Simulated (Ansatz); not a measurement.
# AlGaAs2 (zincblende [001] superlattice): band gap by G0W0 on PBEsol, part 2 of 3

Aim: the quasiparticle gap of AlGaAs2 (zincblende [001] superlattice), starting from PBEsol.

Ansatz 0.2.0; PBEsol, then G0W0 on it, plane waves, PAW. Known limits of the many-body steps: finite bands, screening cutoff and k mesh; no spin-orbit coupling in G0W0; d shells not analysed.

So far. Step 2 (Relaxing the structure): The program's warnings for this run: band table not solved further.

## (3) Bands along the symmetry lines

Level of this step: DFT, PBEsol, plane waves, PAW (Ansatz).

Levels along a band path and on the mesh show where this functional puts the band edges.

Contents of input.yaml:

```yaml
crystal:
  lattice:
    - [4.0118785225, 0.0, 0.0]
    - [0.0, 4.0119350278, 0.0]
    - [0.0, 0.0, 22.6165437111]
  atoms:
    - { symbol: Ga, position: [0.0, 0.0, 0.0315546965] }
    - { symbol: As, position: [0.5, 0.0, 0.0938715854] }
    - { symbol: Ga, position: [0.5, 0.5, 0.1561601934] }
    - { symbol: As, position: [0.0, 0.5, 0.2184744516] }
    - { symbol: Ga, position: [0.0, 0.0, 0.2807878426] }
    - { symbol: As, position: [0.5, 0.0, 0.3430783812] }
    - { symbol: Ga, position: [0.5, 0.5, 0.4053951285] }
    - { symbol: As, position: [0.0, 0.5, 0.4679348848] }
    - { symbol: Al, position: [0.0, 0.0, 0.5304173579] }
    - { symbol: As, position: [0.5, 0.0, 0.5930920996] }
    - { symbol: Al, position: [0.5, 0.5, 0.6557829735] }
    - { symbol: As, position: [0.0, 0.5, 0.7184768723] }
    - { symbol: Al, position: [0.0, 0.0, 0.7811693708] }
    - { symbol: As, position: [0.5, 0.0, 0.8438610855] }
    - { symbol: Al, position: [0.5, 0.5, 0.9065338597] }
    - { symbol: As, position: [0.0, 0.5, 0.9690166248] }
kpoints:
  mp_grid: { grid: [6, 6, 2] }
  band_path:
    path:
      - [[0.0, 0.0, 0.0], [0.5, 0.0, 0.0], [0.5, 0.5, 0.0], [0.0, 0.5, 0.0], [0.0, 0.0, 0.0], [0.0, 0.0, 0.5], [0.5, 0.0, 0.5], [0.5, 0.5, 0.5], [0.0, 0.5, 0.5], [0.0, 0.0, 0.5]]
      - [[0.5, 0.0, 0.0], [0.5, 0.0, 0.5]]
      - [[0.0, 0.5, 0.0], [0.0, 0.5, 0.5]]
      - [[0.5, 0.5, 0.0], [0.5, 0.5, 0.5]]
    npoints: 10
hamiltonian:
  xc: pbesol
scf:
  occupations: { method: fermi_dirac, width: 0.02 }
  n_extra_bands: 9
output:
  eigenvalues: true
  forces: true
  stress: true
  write_density: true
  write_potential: true
  elf: true
  volumetric_format: npy
```

The run is started by

```bash
$ ansatz run input.yaml --threads 3 --pin off --max-ram 92160MiB --backend cuda --events-out ev --progress --plain --runs-dir out --devices 1 --max-vram 13GiB  # rebuilt from the run's record
```

Numbers of over 12 decimals in the logs are rounded to 6 here.

Log:

```text
Warning: 4 symmetry operations that the atoms keep within the bar at which the run's group was sought (crystal.symmetry.tolerance 1.0e-5, or twice it) were not taken beside the 4 unitary ones that the detection took (of a slab, those that keep its plane). If the more symmetric cell is meant, write the vectors of crystal.lattice to more decimals, or, with the positions in fractional coordinates, give it by lengths and [...]
[...]
GPUs: using 1 of 1 available (devices: 1).
[...]
GPU FFT provider: cuFFT
GPU libraries: cuBLAS 13.8.2, cuFFT 12.4.0, cuSOLVER 12.3.4
Crystal: 16 atoms, lattice volume = 364.022 Å³
Basis set: ecut = 420 eV, 7107 PW (Γ), exchange–correlation on 54×54×320 points (8 copies of the dense FFT grid, shifted against one another)
Bands: 101, of which v1, the nominal top of the filled ones, is band 92 counted from 1 (91 counted from 0)
Symmetry: 4 space group operations
k-points: 32 of 72
[...]
GPU buffer pool allocated for 116640 grid points (all kernels)
[...]
SCF iter   1: F=—  HF=-55581.166703 eV  |F-HF|=—  |Δ(HF+E_count)|=         —  Δρ=2.94e-3  dr2=5.69e-2  ethr=1.77e-3  ⟨swp⟩=6.4  Hψ=12341  notcnv=0
[...]
SCF iter   8: F=-55581.145888 eV  HF=-55581.145888 eV  |F-HF|=1.30e-8  |Δ(HF+E_count)|=   3.33e-8  Δρ=3.02e-6  dr2=2.48e-8  ethr=5.43e-11  ⟨swp⟩=12.8  Hψ=26761  notcnv=0
SCF 1 converged in 8 iterations: F = -55581.145888 eV  dr2 = 2.48e-8
[...]
NSCF: frozen V_eff on 124 k-points
SCF converged after 8 iterations
Free energy (F): -55581.145888 eV
[...]
Internal energy: -55581.145888 eV  (E = F + TS)
E sigma→0 (E₀):  -55581.145888 eV
Fermi energy:    7.660114 eV
[...]
--- Forces (eV/Å), atoms counted from 1 ---
  atom   1  Ga     0.00000000    -0.00000000    -0.00119559
  atom   2  As     0.00000000    -0.00000000    -0.00019315
  atom   3  Ga     0.00000000    -0.00000000     0.00006759
  atom   4  As    -0.00000000     0.00000000     0.00003152
  atom   5  Ga    -0.00000000     0.00000000     0.00005138
  atom   6  As    -0.00000000     0.00000000     0.00019288
  atom   7  Ga     0.00000000     0.00000000     0.00115987
  atom   8  As     0.00000000    -0.00000000    -0.00005811
  atom   9  Al     0.00000000    -0.00000000     0.00032303
  atom  10  As     0.00000000    -0.00000000     0.00022343
  atom  11  Al    -0.00000000     0.00000000     0.00003843
  atom  12  As     0.00000000     0.00000000    -0.00004382
  atom  13  Al    -0.00000000     0.00000000    -0.00004674
  atom  14  As    -0.00000000     0.00000000    -0.00030959
  atom  15  Al     0.00000000    -0.00000000    -0.00031167
  atom  16  As    -0.00000000    -0.00000000     0.00007017
  max |Σ_I F_I| component: 3.74e-7 eV/Å
--- Stress (GPa, compression-positive) ---
        0.003093       0.000000      -0.000000
        0.000000       0.001658       0.000000
       -0.000000       0.000000       0.004237
  P = ⅓ Tr σ = 0.0030 GPa (0.030 kbar)
--- Band table (eV; the first three rows and the last of 32) ---
  k-point 0: bands = [... 88 lower, 6.5244, 7.1164, 7.1416, 7.1417, 8.1612, 8.3489, 8.6051, 8.7342, ... 5 higher]
  k-point 1: bands = [... 88 lower, 6.7931, 6.7932, 7.0692, 7.0694, 8.3198, 8.5641, 8.6428, 8.8770, ... 5 higher]
  k-point 2: bands = [... 88 lower, 6.5379, 6.6957, 6.7502, 7.0510, 8.7859, 9.0538, 9.1331, 9.1754, ... 5 higher]
  k-point 31: bands = [... 88 lower, 4.5394, 4.5589, 4.5640, 4.5765, 8.5526, 8.6094, 8.8836, 8.9131, ... 5 higher]
```

The job ended after 17 s (1 × NVIDIA H100 80GB HBM3 (shared by 6 runs) with 3 threads of AMD EPYC 7R13 (Zen 3), shared host; peak memory 1.5 GiB; 29 s of CPU time).

This step gave:

| Item | Value |
| --- | --- |
| pressure | 0.002996 GPa |
| filled bands | 92 |
| gap | 1.019 eV |
| valence top at | Γ |
| conduction bottom at | Γ |
| least direct gap | 1.019 eV |

Over mesh and path the gap is 1.019 eV, direct, at k = Γ. The program's warnings for this run: near symmetry operations not taken.

The electronic bands at the labelled points (eV, zero at the top of the highest nominally filled band):

```csv
point,band 89,band 90,band 91,band 92,band 93,band 94,band 95,band 96
Γ,-0.62,-0.03,0.00,0.00,1.02,1.21,1.46,1.59
X,-1.01,-1.00,-1.00,-0.99,1.35,1.37,2.36,2.37
S,-2.46,-2.46,-2.46,-2.46,1.25,1.28,1.84,1.84
Y,-1.01,-1.00,-1.00,-0.99,1.35,1.37,2.36,2.37
Γ,-0.62,-0.03,0.00,0.00,1.02,1.21,1.46,1.59
Z,-0.35,-0.35,-0.07,-0.07,1.18,1.42,1.50,1.74
U,-1.05,-1.03,-1.00,-0.99,1.53,1.57,1.98,1.99
R,-2.60,-2.58,-2.58,-2.57,1.41,1.47,1.74,1.77
T,-1.04,-1.03,-1.00,-0.99,1.53,1.57,1.98,1.99
Z,-0.35,-0.35,-0.07,-0.07,1.18,1.42,1.50,1.74
jump to X,-1.01,-1.00,-1.00,-0.99,1.35,1.37,2.36,2.37
U,-1.05,-1.03,-1.00,-0.99,1.53,1.57,1.98,1.99
jump to Y,-1.01,-1.00,-1.00,-0.99,1.35,1.37,2.36,2.37
T,-1.04,-1.03,-1.00,-0.99,1.53,1.57,1.98,1.99
jump to S,-2.46,-2.46,-2.46,-2.46,1.25,1.28,1.84,1.84
R,-2.60,-2.58,-2.58,-2.57,1.41,1.47,1.74,1.77
```

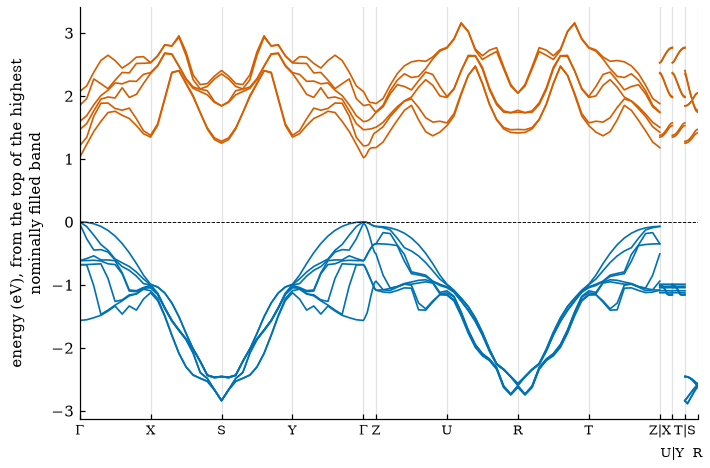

Electronic bands along the path; lines of filled and empty bands in two colours.

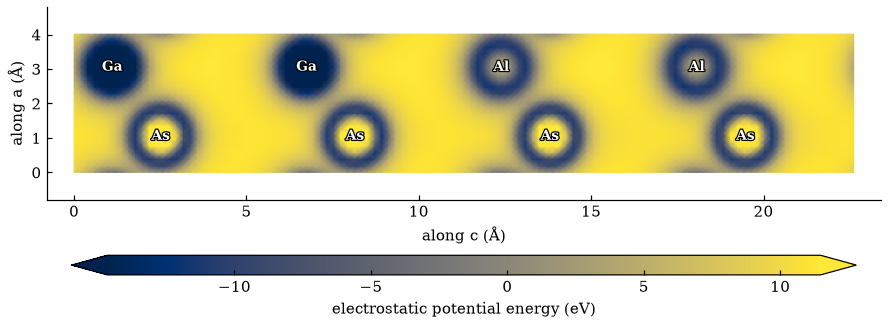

Electrostatic potential energy in the ca plane at fractional y = 0.000, with atoms of Ga and As and Al within 0.2 Å of it. With pseudopotentials it is smooth inside the atoms' cores, unlike the true potential. The map starts off the cell's origin, so that atoms lie inside it.

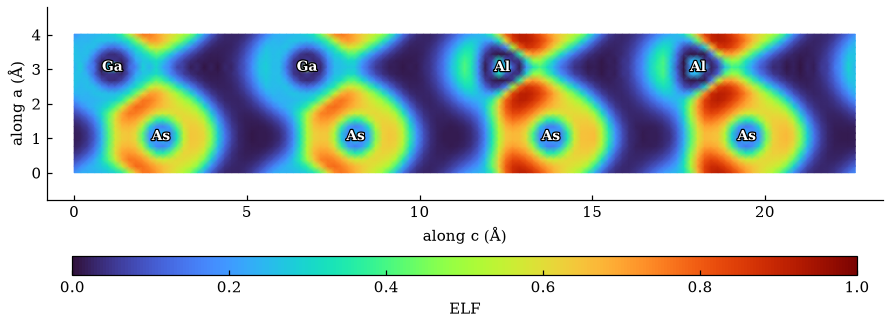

ELF in the ca plane at fractional y = 0.000, with atoms of Ga and As and Al within 0.2 Å of it. It is the smooth field of the valence electrons, not physical close to the nuclei. The map starts off the cell's origin, so that atoms lie inside it.

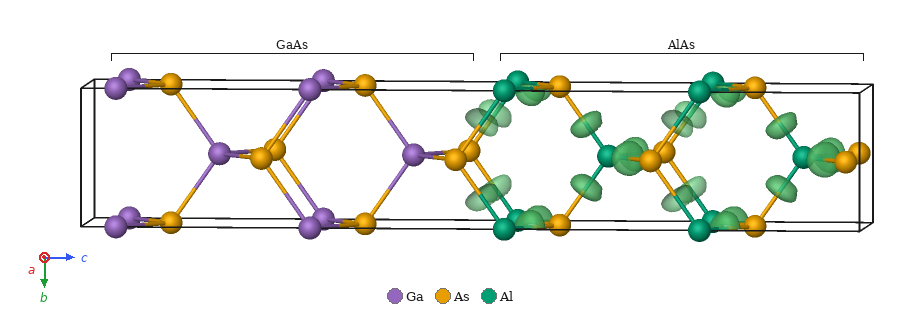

Surface of ELF = 0.84.

## (4) G0W0 on the 4×4×2 mesh

G0W0 replaces the xc potential by a self-energy built once from the orbitals of the start. Levels are corrected in the window of bands that the input names, at points of the mesh.

This step: G0W0 on PBEsol, plane waves, PAW.

input.yaml, the sections that differ from step 3:

```yaml
kpoints:
  mp_grid: { grid: [4, 4, 2] }
scf:
  occupations: { method: fixed }
gw:
  n_empty_bands: 1086
  ecut_chi: 120.0
  qp_bands: [v4, c4]
  qp_kpoints: band_edges
  screening: { model: contour_deformation }
# crystal, hamiltonian: as in step 3
# output: removed
```

Log:

```text
[...]
GPUs: using 1 of 1 available (devices: 1).
[...]
GPU FFT provider: cuFFT
GPU libraries: cuBLAS 13.8.2, cuFFT 12.4.0, cuSOLVER 12.3.4
Crystal: 16 atoms, lattice volume = 364.022 Å³
Basis set: ecut = 420 eV, 7107 PW (Γ)
Bands: 111, of which v1, the nominal top of the filled ones, is band 92 counted from 1 (91 counted from 0)
Symmetry: 4 space group operations
k-points: 18 of 32
[...]
GPU buffer pool allocated for 116640 grid points (all kernels)
[...]
SCF iter   1: F=—  HF=-55580.827061 eV  |F-HF|=—  |Δ(HF+E_count)|=         —  Δρ=2.58e-3  dr2=3.98e-2  ethr=1.77e-3  ⟨swp⟩=4.8  Hψ=6292  notcnv=0  defer=261
[...]
SCF iter   8: F=-55580.809239 eV  HF=-55580.809238 eV  |F-HF|=2.99e-8  |Δ(HF+E_count)|=   3.48e-7  Δρ=3.26e-6  dr2=3.58e-8  ethr=5.43e-11  ⟨swp⟩=10.8  Hψ=9188  notcnv=0
SCF 1 converged in 8 iterations: F = -55580.809239 eV  dr2 = 3.58e-8
[...]
the band table was solved once the SCF had ended and its energy, with any forces and stress, was formed, with the checks that follow a solve (7985 applications of the Hamiltonian). They found nothing against the state; the energy, forces and stress were not computed again (output.eigenvalues in the input reference)
[...]
G₀W₀ screening: q 1/18
[... further progress lines ...]
SCF converged after 8 iterations
Free energy (F): -55580.809239 eV
[...]
Internal energy: -55580.809239 eV  (E = F + TS)
E sigma→0 (E₀):  -55580.809239 eV
Fermi energy:    7.159445 eV
[...]
--- Band table (eV; the first three rows and the last of 18) ---
  k-point 0: bands = [... 88 lower, 6.5376, 7.1263, 7.1593, 7.1594, 8.1695, 8.3472, 8.6100, 8.7438, ... 15 higher]
  k-point 1: bands = [... 88 lower, 6.8020, 6.8021, 7.0888, 7.0889, 8.3173, 8.5711, 8.6505, 8.8853, ... 15 higher]
  k-point 2: bands = [... 88 lower, 6.5374, 6.5463, 6.5633, 6.9337, 8.9062, 8.9515, 9.1107, 9.3536, ... 15 higher]
  k-point 17: bands = [... 88 lower, 4.5498, 4.5659, 4.5693, 4.5780, 8.5507, 8.6077, 8.8919, 8.9207, ... 15 higher]
--- G₀W₀: contour deformation, 7 samples at zero and on the imaginary axis and 1 off it, 32 q-points, 1086 empty bands' worth ---
  eigenvalues of the whole cell's RPA ε∞ on this k-mesh (on a slab, of 1 + 4πα/V) = 12.9343, 17.3718, 17.3726; static W/v taken at q = 0 is 0.033720
  gw.qp_kpoints: band_edges: 12 of 18 stored k-points solved, in 1 pass; an edge of the gap read off the rows below is read off those points alone
    valence top: of the k-points left out ik 9 came nearest to being solved in a further pass, in band 92 (counted from 1, as in the quasiparticle table): it holds the edge there only if its correction is more favourable than any solved in that band by at least 0.997 eV; those differ by 0.107 eV
    conduction bottom: of the k-points left out ik 8 came nearest to being solved in a further pass, in band 93 (counted from 1, as in the quasiparticle table): it holds the edge there only if its correction is more favourable than any solved in that band by at least 0.969 eV; those differ by 0.284 eV
    ik  band        ε_KS         Σx   Σc(E_QP)       V_xc       Z   E_QP_lin       E_QP  E_QP is
     0    89      6.5376   -15.9558     1.3280   -14.1144  0.7610     6.0196     6.0242  root
     0    90      7.1263   -15.7924     0.6251   -14.7187  0.7726     6.6756     6.6777  root
     0    91      7.1593   -16.5098     1.1090   -14.9119  0.7683     6.6671     6.6704  root
     0    92      7.1594   -16.5099     1.1090   -14.9119  0.7683     6.6672     6.6705  root
     0    93      8.1695   -10.6092    -3.4555   -14.4339  0.7835     8.5400     8.5386  root
     0    94      8.3472    -6.3126    -3.7483   -10.2070  0.7830     8.4936     8.4933  root
     0    95      8.6100    -6.6604    -3.7954   -10.5773  0.7824     8.7317     8.7315  root
     0    96      8.7438    -7.0228    -3.7958   -10.9271  0.7853     8.8524     8.8522  root
     1    89      6.8020   -15.9251     1.2419   -14.1568  0.7641     6.2707     6.2756  root
     1    90      6.8021   -15.9251     1.2419   -14.1569  0.7641     6.2709     6.2758  root
     1    91      7.0888   -16.5043     1.1195   -14.9043  0.7677     6.6051     6.6083  root
     1    92      7.0889   -16.5044     1.1195   -14.9044  0.7677     6.6052     6.6084  root
     1    93      8.3173    -5.7717    -3.7631    -9.6474  0.7828     8.4301     8.4299  root
     1    94      8.5711    -9.1399    -3.5128   -12.8657  0.7804     8.7848     8.7842  root
     1    95      8.6505    -8.1509    -3.6315   -11.9272  0.7834     8.7955     8.7953  root
     1    96      8.8853    -7.9284    -3.7701   -11.8725  0.7795     9.0597     9.0593  root
     2    89      6.5374   -16.1333     1.3643   -14.2504  0.7613     6.0138     6.0188  root
     2    90      6.5463   -15.7749     1.0676   -14.2120  0.7662     6.0474     6.0509  root
     2    91      6.5633   -15.8266     1.0569   -14.2788  0.7665     6.0689     6.0723  root
     2    92      6.9337   -16.5122     1.2189   -14.7971  0.7659     6.4338     6.4375  root
     2    93      8.9062    -9.1454    -3.7713   -13.1985  0.7799     9.1892     9.1882  root
     2    94      8.9515    -9.4904    -3.7613   -13.5564  0.7793     9.2575     9.2562  root
     2    95      9.1107    -6.6860    -3.9116   -10.7665  0.7790     9.2800     9.2796  root
     2    96      9.3536    -7.4320    -3.9694   -11.5807  0.7767     9.5334     9.5328  root
     3    89      6.3310   -15.6702     1.0724   -14.1287  0.7646     5.8586     5.8620  root
     3    90      6.3616   -15.7161     1.0678   -14.1847  0.7646     5.8948     5.8981  root
     3    91      6.6875   -16.0503     1.3206   -14.1964  0.7626     6.1493     6.1542  root
     3    92      6.9038   -16.5465     1.2244   -14.8314  0.7658     6.4096     6.4132  root
     3    93      9.0007    -9.0224    -3.7764   -13.0509  0.7785     9.2537     9.2528  root
     3    94      9.1058    -9.9079    -3.7775   -13.9817  0.7768     9.4033     9.4021  root
     3    95      9.1239    -6.9731    -3.8954   -11.0501  0.7780     9.3060     9.3055  root
     3    96      9.2463    -7.3670    -3.9396   -11.4663  0.7799     9.4065     9.4061  root
     4    89      6.1444   -15.7354     1.2369   -13.9795  0.7625     5.6212     5.6254  root
     4    90      6.1503   -15.7526     1.2364   -13.9991  0.7624     5.6290     5.6332  root
     4    91      6.1650   -16.2907     1.5102   -14.2673  0.7587     5.6469     5.6517  root
     4    92      6.1700   -16.3361     1.5112   -14.3121  0.7588     5.6524     5.6572  root
     4    93      8.4966    -9.3756    -3.6449   -13.3010  0.7826     8.7780     8.7771  root
     4    94      8.5243    -9.3502    -3.6442   -13.2749  0.7825     8.8057     8.8048  root
     4    95      9.5093    -9.2488    -4.0176   -13.5438  0.7698     9.7874     9.7866  root
     4    96      9.5209    -9.2111    -4.0157   -13.5057  0.7702     9.8008     9.7998  root
[...]
16    93      8.3914    -5.9878    -3.6284    -9.7013  0.7875     8.4766     8.4765  root
    16    94      8.4218    -6.0445    -3.6303    -9.7584  0.7878     8.5055     8.5054  root
    16    95      8.9894    -7.4932    -3.6867   -11.3315  0.7841     9.1413     9.1410  root
    16    96      8.9894    -7.4932    -3.6867   -11.3315  0.7841     9.1413     9.1410  root
    17    89      4.5498   -15.2316     1.9229   -12.7769  0.7376     4.0105     4.0181  root
    17    90      4.5659   -15.0991     1.9589   -12.5625  0.7372     3.9793     3.9883  root
    17    91      4.5693   -15.2239     1.9305   -12.7596  0.7371     4.0278     4.0355  root
    17    92      4.5780   -15.0813     1.9664   -12.5268  0.7377     3.9807     3.9900  root
    17    93      8.5507    -5.9127    -3.6751    -9.6817  0.7839     8.6447     8.6445  root
    17    94      8.6077    -5.9436    -3.6839    -9.7212  0.7837     8.7015     8.7014  root
    17    95      8.8919    -6.7254    -3.7069   -10.5074  0.7875     8.9670     8.9669  root
    17    96      8.9207    -6.6962    -3.7136   -10.4858  0.7868     8.9968     8.9967  root
```

The job ended after 5.4 min (1 × NVIDIA H100 80GB HBM3 (shared by 6 runs) with 3 threads; peak memory 7 GiB; 8.8 min of CPU time).

This step gave:

```
bands summed                                    : 1178
RPA ε∞ on this mesh (eigenvalues)               : 12.93, 17.37, 17.37
plane waves in the screening matrix             : 1069
q-points in the mesh                            : 32
G0W0 gap over the corrected points              : 1.752 eV
k of the valence top                            : 0, 0, 0
k of the conduction bottom                      : 0, 0, -0.5
starting gap on the mesh                        : 1.010 eV
Z at the valence top                            : 0.7726
Z at the conduction bottom                      : 0.7828
least direct G0W0 gap over the corrected points : 1.816 eV
```

Over 12 of 18 irreducible mesh points the G0W0 gap is 1.752 eV, from k = Γ to k = (0.000, 0.000, -0.500). The PBEsol gap of this run on the mesh is 1.010 eV. Other states bound it: the two that bound the G0W0 gap lie 1.191 eV apart in PBEsol, so state for state the correction is 1.752 − 1.191 = +0.561 eV, while gap against gap it is 1.752 − 1.010 = +0.742 eV. The start of this run differs from the step before in mesh (6×6×2 and 4×4×2). The program's warnings for this run: near symmetry operations not taken.

Labels follow the order of the start: v1 is the top filled band, c1 the lowest empty one; levels that stay degenerate share a row, the window can cut a multiplet, doubted levels are not marked in this list, bands outside the window were not corrected, and the list may be a part of the corrected levels. The levels before and after the correction (eV, zero at the valence-band top of each column):

```csv
,conduction bottom,valence top
Kohn-Sham,1.01,0.00
G0W0,1.75,0.00
```

```csv
,level,occupation,energy (eV)
Kohn-Sham,Γ v3,2,-0.033
Kohn-Sham,Γ v2-v1,2,0.000
Kohn-Sham,Γ c1,0,1.010
Kohn-Sham,Γ c2,0,1.188
Kohn-Sham,Γ c3,0,1.451
Kohn-Sham,(0 0 -0.5) v3,2,-0.357
Kohn-Sham,(0 0 -0.5) v2-v1,2,-0.071
Kohn-Sham,(0 0 -0.5) c1,0,1.158
Kohn-Sham,(0 0 -0.5) c2,0,1.412
Kohn-Sham,(0 0 -0.5) c3,0,1.491
G0W0,Γ v3,2,0.000
G0W0,Γ v2-v1,2,-0.007
G0W0,Γ c1,0,1.861
G0W0,Γ c2,0,1.816
G0W0,Γ c3,0,2.054
G0W0,(0 0 -0.5) v3,2,-0.402
G0W0,(0 0 -0.5) v2-v1,2,-0.069
G0W0,(0 0 -0.5) c1,0,1.752
G0W0,(0 0 -0.5) c2,0,2.107
G0W0,(0 0 -0.5) c3,0,2.118
```

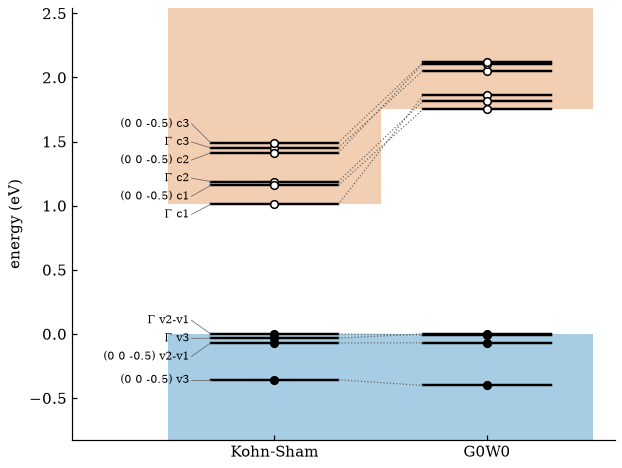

Levels before and after the correction. Shaded: valence and conduction bands. Filled marks are occupied levels, open marks empty ones.

The parts of the quasiparticle energy for the two states that bound the G0W0 gap, in eV on the run's own scale (QP = start + Σx + Σc − Vxc, with Σc at the quasiparticle energy):

```csv
edge,k,band,start,Σx,Σc,Vxc,Z,QP
valence top,Γ,90,7.126,−15.792,0.625,−14.719,0.773,6.678
conduction bottom,"(0.000, 0.000, -0.500)",93,8.317,−5.772,−3.763,−9.647,0.783,8.430
```

[end of part 2 of 3]

[Paths, hosts, dates, memory and timing lines, banners, echoed tables and standing remarks are left out of the program output.]

[Logs are printed without paths, hosts, clocks, repeated set-up lines and the standing remarks that a program may print on its own settings, such as how far it seeks lower states.]

[Runs of the session that timed out or met a known fault of the program may be left out.]

[Cells called generated may have been cut or substituted from an entry of the Crystallography Open Database or the Materials Project.]

[Hosts, paths, dates, database ids (printed as entryN), source tags and the programs' standing remarks are cut or masked in the printed files.]

[Where an RPA ε∞ is given, it is that of the G0W0 mesh and is not shown converged in it. Names of k-points follow the symmetry that the program found, which can be lower than the space group named. Band edges on a path are those of the sampled points; other points can move an edge, and change direct to indirect where valleys lie close.]

[Hybrid gaps are those of their k-mesh and are not shown converged in it.]
